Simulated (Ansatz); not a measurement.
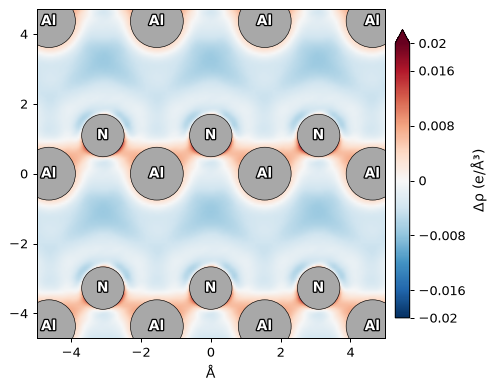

AlN. Difference of the valence pseudo-densities of two functionals at the same geometry, on the (101̄) plane of the calculation cell: BLYP less REVPBE.

Both computed with Ansatz (plane waves, PAW), on the same k-point mesh. Grey discs cover the atomic cores.

```cif
data_structure
_symmetry_space_group_name_H-M 'P 1'
_symmetry_Int_Tables_number 1
_cell_length_a 3.0886
_cell_length_b 3.0886
_cell_length_c 3.0886
_cell_angle_alpha 60.000
_cell_angle_beta 60.000
_cell_angle_gamma 60.000
_cell_volume 20.83
loop_
_atom_site_label
_atom_site_type_symbol
_atom_site_fract_x
_atom_site_fract_y
_atom_site_fract_z
_atom_site_occupancy
Al1 Al 0.00000 0.00000 0.00000 1
N1 N 0.25000 0.25000 0.25000 1
```

**Where does the change of functional move the electrons?**

Against REVPBE, BLYP gives less density in the space between the atoms (−0.004 e/Å³ on average) and a change of +0.006 e/Å³ at the midpoint of Al–N.
